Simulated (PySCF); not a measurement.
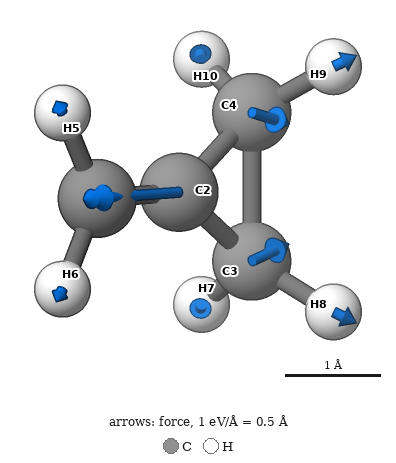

Starting geometry of C$_{4}$H$_{6}$ with the computed forces as blue arrows. Style: ball-and-stick. Shown from a free direction.

The start comes from MMFF94s.

Method: PBE0-D3(BJ)/def2-SVP geometry optimisation, gas phase in PySCF 2.14.0, density-fitted response routines. 

Question: What follows when this structure is relaxed?

Answer: It isn't relaxed: the largest force vector, on a C atom, is 2.92 eV/Å. The final displacements follow the starting forces only in part (cosine between the two patterns 0.51). The energy falls by 4.31 kcal/mol in 4 geometry steps. The largest moves after the best rigid fit, 0.081 Å, are those of H atoms. By element the largest moves are H 0.081 Å, C 0.072 Å. Near-neighbour distances that change, for instance: C–C 1.407 → 1.462 Å, C–C 1.568 → 1.527 Å, C–H 1.081 → 1.096 Å, C–C 1.313 → 1.323 Å. Among the angles between lasting bonds that change: C–C–C 67.7° → 63.0°, H–C–H 116.5° → 113.9°, C–C–C 146.2° → 148.5°.
